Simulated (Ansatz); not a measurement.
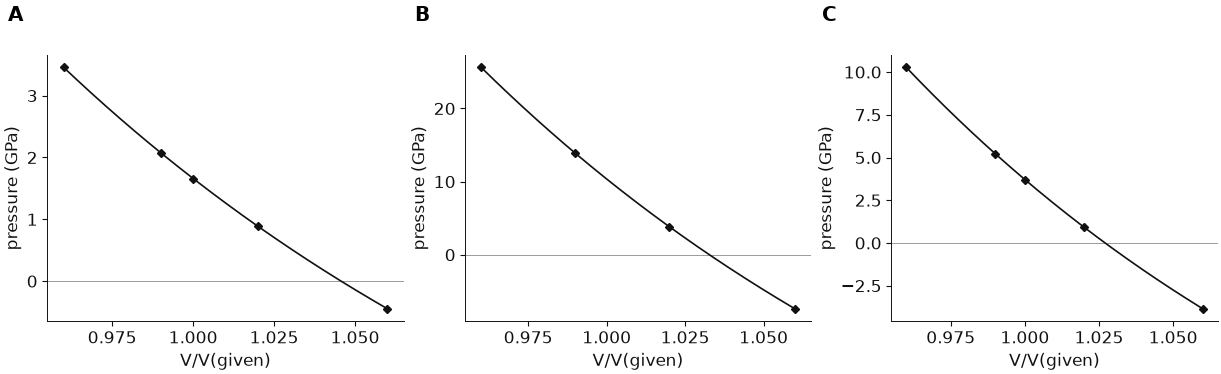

Each panel shows the pressure against V/V(given) for one of these solids: MgTe, P6_3mc (No. 186), 33.0 Å³/atom; TaN, P6/mmm (No. 191), 11.3 Å³/atom; WSe₂, P6_3/mmc (No. 194), 20.3 Å³/atom.

Method: periodic Kohn-Sham DFT of a crystal at fixed atoms, scaled to the stated factor times the given cell; pressure positive in compression (Ansatz 0.2.0). Level: PBE.

> Which panel belongs to which solid?

A is MgTe (pressure from −0.447 GPa to 3.457 GPa); B is TaN (pressure from −7.4 GPa to 25.6 GPa); C is WSe₂ (pressure from −3.9 GPa to 10.3 GPa).

For MgTe, limits of the calculation: field gradient without spin-orbit coupling on heavy atoms; no spin-orbit coupling on heavy atoms; shape and atomic fractions are frozen while scaling, which makes layered, chain and framework solids too stiff.

For TaN, limits of the calculation: field gradient without spin-orbit coupling on heavy atoms; no gap: field gradients move with the k mesh; no spin-orbit coupling on heavy atoms; shape and atomic fractions are frozen while scaling, which makes layered, chain and framework solids too stiff.

For WSe₂, limits of the calculation: field gradient without spin-orbit coupling on heavy atoms; no spin-orbit coupling on heavy atoms; shape and atomic fractions are frozen while scaling, which makes layered, chain and framework solids too stiff.
